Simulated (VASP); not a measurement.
## MoS2: band-structure calculation

- system: MoS2 (P6₃/mmc, 6 atoms in the cell)
- method: DFT, PBE, plane waves, PAW (VASP 6.6.1)

The structure was built on a prototype by a generator. The geometry comes from this level: r2scan-rvv10 (a point of a series of strains). It belongs to a series of runs on one base structure; here: uniaxial_z strain +3.0%.

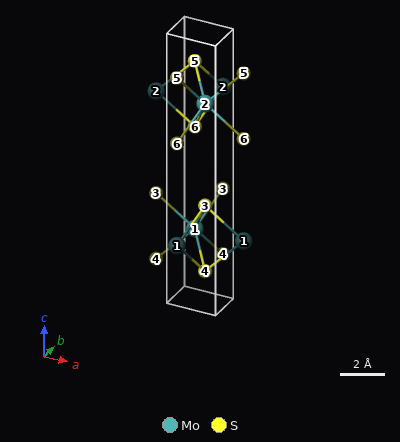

**Figure 1.** The structure (ball-and-stick view of the cell of the calculation, seen slightly off an axis; neighbours outside the cell are drawn fainter; atoms are numbered from 1 in the order of the input). An atom can appear more than once, as a periodic image.

INCAR:
```
ENCUT = 520.000000
SIGMA = 0.020000
EDIFF = 1.00e-07
GGA = PE
PREC = Accurate
IBRION = -1
ISIF = 2
ISMEAR = -1
NBANDS = 35
NELM = 120
NSW = 0
LASPH = .TRUE.
LCHARG = .TRUE.
LELF = .TRUE.
LWAVE = .FALSE.
LREAL = .FALSE.
```

KPOINTS:
```
KPOINTS created by Atomic Simulation Environment
0
Gamma
12 12 2
0 0 0
```

KPOINTS_OPT:
```
special points
7
Reciprocal
0.0000000000 0.0000000000 0.0000000000 1
0.5000000000 0.0000000000 0.0000000000 1
0.3333333333 0.3333333333 0.0000000000 1
0.0000000000 0.0000000000 0.5000000000 1
0.5000000000 0.0000000000 0.5000000000 1
0.3333333333 0.3333333333 0.5000000000 1
0.1744790000 0.1770830000 0.0000000000 1
```

POSCAR:
```
Mo S
 1.0000000000000000
     3.1730199293068684    0.0000000000288675    0.0000000000000000
    -1.5865099646784344    2.7479158654796181    0.0000000000000000
     0.0000000000000000    0.0000000000000000   12.8089728380000007
 Mo  S
   2   4
Cartesian
 -0.0000000000166668  1.8319439103293678  3.2022432094999997
  1.5865099646451009  0.9159719551791174  9.6067296284999983
  1.5865099646451009  0.9159719551791174  4.7603744358911122
  1.5865099646451009  0.9159719551791174  1.6441119831088871
 -0.0000000000166668  1.8319439103293678 11.1648608548911135
 -0.0000000000166668  1.8319439103293678  8.0485984021088868
```

Run as:
```bash
mpirun -np 1 vasp_std
```

OSZICAR:
```
N       E                     dE             d eps       ncg     rms          rms(c)
DAV:   1     0.440751201808E+03    0.44075E+03   -0.29321E+04  2948   0.140E+03
DAV:   2    -0.240362236509E+02   -0.46479E+03   -0.44949E+03  3229   0.365E+02
DAV:   3    -0.461826917801E+02   -0.22146E+02   -0.21706E+02  3239   0.728E+01
DAV:   4    -0.466320974454E+02   -0.44941E+00   -0.44833E+00  3157   0.106E+01
DAV:   5    -0.466411041454E+02   -0.90067E-02   -0.90051E-02  3144   0.149E+00    0.340E+01
DAV:   6    -0.444557420460E+02    0.21854E+01   -0.12652E+01  2907   0.226E+01    0.126E+01
DAV:   7    -0.440305987815E+02    0.42514E+00   -0.55929E+00  2856   0.146E+01    0.811E+00
DAV:   8    -0.436680634547E+02    0.36254E+00   -0.84898E-01  2877   0.621E+00    0.286E+00
DAV:   9    -0.436772202364E+02   -0.91568E-02   -0.10072E-01  3057   0.157E+00    0.126E+00
DAV:  10    -0.436696806164E+02    0.75396E-02   -0.32044E-02  2879   0.121E+00    0.408E-01
DAV:  11    -0.436697989112E+02   -0.11829E-03   -0.18455E-03  2938   0.231E-01    0.232E-01
DAV:  12    -0.436696118179E+02    0.18709E-03   -0.55765E-04  2967   0.138E-01    0.105E-01
DAV:  13    -0.436696170079E+02   -0.51900E-05   -0.17847E-04  3028   0.657E-02    0.105E-02
DAV:  14    -0.436696219913E+02   -0.49835E-05   -0.12966E-05  3019   0.168E-02    0.174E-02
DAV:  15    -0.436696229267E+02   -0.93534E-06   -0.93766E-07  2722   0.427E-03    0.107E-02
DAV:  16    -0.436696231088E+02   -0.18210E-06   -0.70117E-07  2716   0.460E-03    0.434E-03
DAV:  17    -0.436696231021E+02    0.67002E-08   -0.48771E-08  1820   0.141E-03
   1 F= -.43669623E+02 E0= -.43669623E+02  d E =-.117791E-10
       N       E                     dE             ncg
DAV:   1     0.150104239548E+04   -0.10044E+05      554
DAV:   2    -0.170926090476E+04   -0.32103E+04      594
DAV:   3    -0.185495540986E+04   -0.14569E+03      612
DAV:   4    -0.185803626602E+04   -0.30809E+01      585
DAV:   5    -0.185810172265E+04   -0.65457E-01      571
DAV:   6    -0.185810404535E+04   -0.23227E-02      620
DAV:   7    -0.185810409332E+04   -0.47974E-04      587
DAV:   8    -0.185810409493E+04   -0.16097E-05      609
DAV:   9    -0.185810409498E+04   -0.49420E-07      405
```

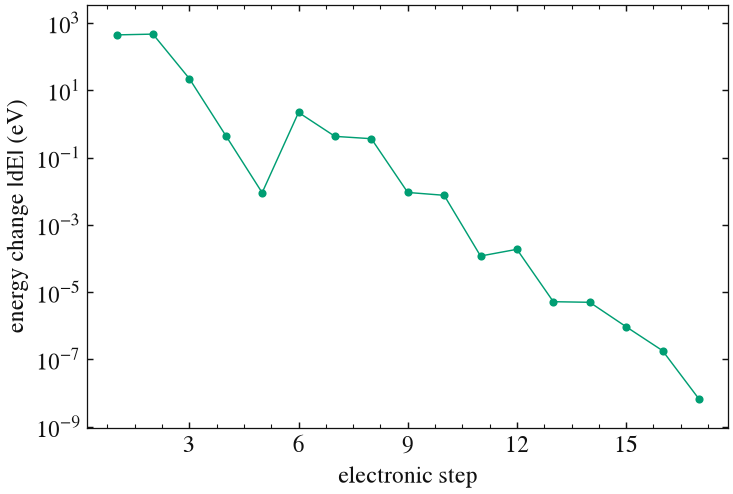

**Figure 2.** Convergence of the self-consistent field: energy change |dE| against the electronic step. It takes 17 electronic steps. The density is held fixed in the first few steps, and dE rises again when its update begins.

Parts of OUTCAR:
```
k-points           NKPTS =     38   k-points in BZ     NKDIM =     38   number of bands    NBANDS=     35

   NELECT =      52.0000    total number of electrons

   dimension x,y,z NGX =    24 NGY =   24 NGZ =   96
   dimension x,y,z NGXF=    48 NGYF=   48 NGZF=  192

  energy-cutoff  :      520.00
  volume of cell :      111.68
      direct lattice vectors                 reciprocal lattice vectors
     3.173019929  0.000000000  0.000000000     0.315157176  0.181956080  0.000000000
    -1.586509965  2.747915865  0.000000000    -0.000000000  0.363912161  0.000000000
     0.000000000  0.000000000 12.808972838     0.000000000  0.000000000  0.078070273

 k-points in reciprocal lattice and weights: KPOINTS created by Atomic Simulation Env
   0.00000000  0.00000000  0.00000000       0.003
   0.08333333 -0.00000000  0.00000000       0.021
   0.16666667  0.00000000  0.00000000       0.021
   0.25000000 -0.00000000  0.00000000       0.021
   0.33333333 -0.00000000  0.00000000       0.021
   0.41666667  0.00000000  0.00000000       0.021
   0.50000000 -0.00000000  0.00000000       0.010
   0.08333333  0.08333333  0.00000000       0.021
   0.16666667  0.08333333  0.00000000       0.042
   0.25000000  0.08333333  0.00000000       0.042
   0.33333333  0.08333333  0.00000000       0.042
   0.41666667  0.08333333  0.00000000       0.042
   0.16666667  0.16666667  0.00000000       0.021
   0.25000000  0.16666667  0.00000000       0.042
   0.33333333  0.16666667  0.00000000       0.042
   0.41666667  0.16666667  0.00000000       0.021
   0.25000000  0.25000000  0.00000000       0.021
   0.33333333  0.25000000  0.00000000       0.042
   0.33333333  0.33333333  0.00000000       0.007
   0.00000000  0.00000000  0.50000000       0.003
   0.08333333 -0.00000000  0.50000000       0.021
   0.16666667  0.00000000  0.50000000       0.021
   0.25000000 -0.00000000  0.50000000       0.021
   0.33333333 -0.00000000  0.50000000       0.021
   0.41666667  0.00000000  0.50000000       0.021
   0.50000000 -0.00000000  0.50000000       0.010
   0.08333333  0.08333333  0.50000000       0.021
   0.16666667  0.08333333  0.50000000       0.042
   0.25000000  0.08333333  0.50000000       0.042
   0.33333333  0.08333333  0.50000000       0.042
   0.41666667  0.08333333  0.50000000       0.042
   0.16666667  0.16666667  0.50000000       0.021
   0.25000000  0.16666667  0.50000000       0.042
   0.33333333  0.16666667  0.50000000       0.042
   0.41666667  0.16666667  0.50000000       0.021
   0.25000000  0.25000000  0.50000000       0.021
   0.33333333  0.25000000  0.50000000       0.042
   0.33333333  0.33333333  0.50000000       0.007

 E-fermi :   7.2382

 k-point     1 :       0.0000    0.0000    0.0000
  band No.  band energies     occupation
      1     -54.5415      2.00000
      2     -54.5415      2.00000
      3     -28.6898      2.00000
      4     -28.6897      2.00000
      5     -28.4756      2.00000
      6     -28.4756      2.00000
      7     -28.4756      2.00000
      8     -28.4756      2.00000
      9      -7.9050      2.00000
     10      -7.7439      2.00000
     11      -6.6437      2.00000
     12      -6.3715      2.00000
     13       0.2658      2.00000
     14       0.9927      2.00000
     15       3.6761      2.00000
     16       3.6761      2.00000
     17       3.6831      2.00000
     18       3.6831      2.00000
     19       3.7224      2.00000
     20       4.7851      2.00000
     21       4.7851      2.00000
     22       4.8100      2.00000
     23       4.8100      2.00000
     24       5.4897      2.00000
     25       5.9079      2.00000
     26       6.8523      2.00000
     27       9.0844      0.00000
     28       9.0844      0.00000
     29       9.1005      0.00000
     30       9.1005      0.00000
     31       9.2991      0.00000
     32       9.2991      0.00000
     33       9.3978      0.00000
     34       9.3978      0.00000
     35      12.4791      0.00000

 k-point     2 :       0.0833   -0.0000    0.0000
  band No.  band energies     occupation
      1     -54.5389      2.00000
      2     -54.5388      2.00000
      3     -28.6846      2.00000
      4     -28.6846      2.00000
      5     -28.5021      2.00000
      6     -28.5020      2.00000
      7     -28.4816      2.00000
      8     -28.4816      2.00000
      9      -7.8006      2.00000
     10      -7.6405      2.00000
     11      -6.5970      2.00000
     12      -6.3331      2.00000
     13       0.3853      2.00000
     14       1.1095      2.00000
     15       3.4436      2.00000
     16       3.4555      2.00000
     17       3.4783      2.00000
     18       3.7829      2.00000
     19       3.7931      2.00000
     20       4.3455      2.00000
     21       4.6185      2.00000
     22       4.6463      2.00000
     23       4.9221      2.00000
     24       5.7118      2.00000
     25       5.9084      2.00000
     26       6.6882      2.00000
     27       8.9564      0.00000
     28       8.9968      0.00000
     29       9.0583      0.00000
     30       9.1683      0.00000
     31       9.1745      0.00000
     32       9.2553      0.00000
     33       9.2876      0.00000
     34       9.2938      0.00000
     35      12.9714      0.00000

 k-point     3 :       0.1667    0.0000    0.0000
  band No.  band energies     occupation
      1     -54.5317      2.00000
      2     -54.5317      2.00000
      3     -28.6704      2.00000
      4     -28.6704      2.00000
      5     -28.5737      2.00000
      6     -28.5737      2.00000
      7     -28.4980      2.00000
      8     -28.4980      2.00000
      9      -7.5032      2.00000
     10      -7.3472      2.00000
     11      -6.4638      2.00000
     12      -6.2245      2.00000
     13       0.6945      2.00000
     14       1.3922      2.00000
     15       2.9022      2.00000
     16       2.9444      2.00000
     17       2.9918      2.00000
     18       3.6294      2.00000
     19       4.0806      2.00000
     20       4.0999      2.00000
     21       4.2271      2.00000
     22       4.2605      2.00000
     23       4.9435      2.00000
     24       5.6783      2.00000
     25       5.8290      2.00000
     26       6.1988      2.00000
     27       8.4740      0.00000
     28       8.8462      0.00000
     29       8.8932      0.00000
     30       8.9807      0.00000
     31       9.0237      0.00000
     32       9.0969      0.00000
     33       9.6492      0.00000
     34       9.7335      0.00000
     35      13.9214      0.00000

 k-point     4 :       0.2500   -0.0000    0.0000
  band No.  band energies     occupation
      1     -54.5220      2.00000
      2     -54.5220      2.00000
      3     -28.6702      2.00000
      4     -28.6702      2.00000
      5     -28.6511      2.00000
      6     -28.6510      2.00000
      7     -28.5202      2.00000
      8     -28.5202      2.00000
      9      -7.0606      2.00000
     10      -6.9152      2.00000
     11      -6.2667      2.00000
     12      -6.0666      2.00000
     13       0.9845      2.00000
     14       1.5082      2.00000
     15       2.3791      2.00000
     16       2.4495      2.00000
     17       2.5899      2.00000
     18       2.8875      2.00000
     19       3.7894      2.00000
     20       3.8278      2.00000
     21       4.4954      2.00000
     22       4.5324      2.00000
     23       4.7165      2.00000
     24       5.2935      2.00000
     25       5.5195      2.00000
     26       5.6187      2.00000
     27       8.2264      0.00000
     28       8.6260      0.00000
     29       8.7520      0.00000
     30       8.9381      0.00000
     31       9.0790      0.00000
     32       9.5797      0.00000
     33      10.0487      0.00000
     34      10.1943      0.00000
     35      14.2620      0.00000

 k-point     5 :       0.3333   -0.0000    0.0000
  band No.  band energies     occupation
      1     -54.5122      2.00000
      2     -54.5122      2.00000
      3     -28.7653      2.00000
      4     -28.7653      2.00000
      5     -28.6316      2.00000
      6     -28.6316      2.00000
      7     -28.5424      2.00000
      8     -28.5424      2.00000
      9      -6.5590      2.00000
     10      -6.4356      2.00000
     11      -6.0460      2.00000
     12      -5.8970      2.00000
     13       0.8815      2.00000
     14       1.1471      2.00000
     15       1.9284      2.00000
     16       2.1635      2.00000
     17       2.2117      2.00000
     18       2.5926      2.00000
     19       3.4217      2.00000
     20       3.4635      2.00000
     21       4.4583      2.00000
     22       4.8842      2.00000
     23       4.9041      2.00000
     24       4.9705      2.00000
     25       5.2308      2.00000
     26       5.4090      2.00000
     27       8.4160      0.00000
     28       8.5002      0.00000
     29       8.5947      0.00000
     30       9.0083      0.00000
     31       9.4913      0.00000
     32      10.1407      0.00000
     33      10.3289      0.00000
     34      10.5382      0.00000
     35      13.7404      0.00000

 [... the levels of 32 k-points are left out ...]

 k-point    38 :       0.3333    0.3333    0.5000
  band No.  band energies     occupation
      1     -54.4975      2.00000
      2     -54.4975      2.00000
      3     -28.7648      2.00000
      4     -28.7648      2.00000
      5     -28.7204      2.00000
      6     -28.7204      2.00000
      7     -28.6024      2.00000
      8     -28.6024      2.00000
      9      -5.6530      2.00000
     10      -5.6530      2.00000
     11      -5.5912      2.00000
     12      -5.5912      2.00000
     13       0.8541      2.00000
     14       0.8541      2.00000
     15       1.6697      2.00000
     16       1.6697      2.00000
     17       2.2120      2.00000
     18       2.2120      2.00000
     19       2.6328      2.00000
     20       2.6328      2.00000
     21       3.4851      2.00000
     22       3.4851      2.00000
     23       4.1138      2.00000
     24       4.1138      2.00000
     25       6.2847      2.00000
     26       6.2847      2.00000
     27       8.0005      0.00000
     28       8.0005      0.00000
     29       9.3450      0.00000
     30       9.3450      0.00000
     31       9.8772      0.00000
     32       9.8772      0.00000
     33      11.1884      0.00000
     34      11.1884      0.00000
     35      13.6049      0.00000

  Total        1.0713750      1.0713750      1.4568778      0.0000000      0.0000000      0.0000000
  in kB       15.3695639     15.3695639     20.8998501      0.0000000      0.0000000      0.0000000
  external PRESSURE =      17.2129926 kB  Pullay stress =       0.0000000 kB

 POSITION                                       TOTAL-FORCE (eV/Angst)
 -----------------------------------------------------------------------------------
     -0.00000      1.83194      3.20224         0.000000     -0.000000      0.000000
      1.58651      0.91597      9.60673        -0.000000      0.000000      0.000000
      1.58651      0.91597      4.76037         0.000000     -0.000000      0.093750
      1.58651      0.91597      1.64411        -0.000000     -0.000000     -0.093750
     -0.00000      1.83194     11.16486         0.000000      0.000000      0.093750
     -0.00000      1.83194      8.04860         0.000000      0.000000     -0.093750
 -----------------------------------------------------------------------------------
    total drift:                               -0.000000      0.000000     -0.000000

  FREE ENERGIE OF THE ION-ELECTRON SYSTEM (eV)
  ---------------------------------------------------
  free  energy   TOTEN  =       -43.6696231021 eV

  energy  without entropy=      -43.6696231021  energy(sigma->0) =      -43.66962310
```

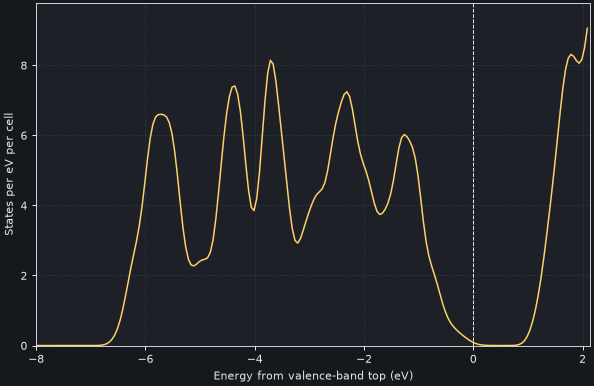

**Figure 3.** Density of states (the curve is built from the levels of the k mesh with Gaussians 0.3 eV wide, which also blur the band edges), with energies from the valence-band top. There is a gap of 1.09 eV on the k-point mesh. The curves stop near 1.7 eV above the Fermi level, where the computed bands end. Small ripples come from the finite k-point mesh.

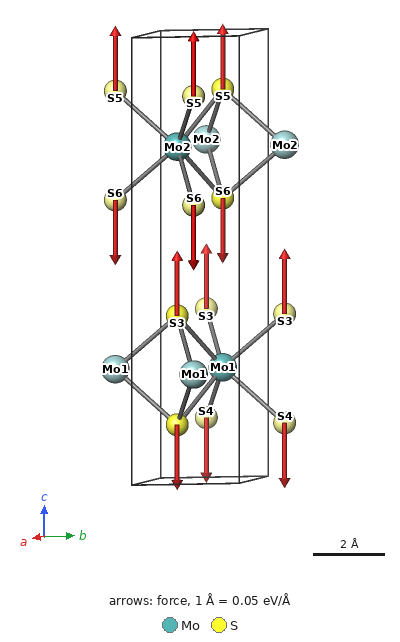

**Figure 4.** Forces on the atoms as red arrows (ball-and-stick view of the cell of the calculation, seen at an oblique angle; neighbours outside the cell are drawn fainter; atoms are numbered from 1 in the order of the input). The largest act on all 4 S atoms (0.09 eV/Å). The geometry is not a stationary point of this energy.

Key numbers:

```tsv
quantity	value
outcome	converged
space group (tolerance 0.01 Å)	P6₃/mmc (194)
electrons treated	52
free energy	−43.6696 eV
Fermi energy	7.238 eV
band gap	1.09 eV
pressure	1.72 GPa
largest force (length of the vector)	0.094 eV/Å
hardware	1 CPU thread, shared host
wall time	2.1 min
peak memory	0.32 GiB
```
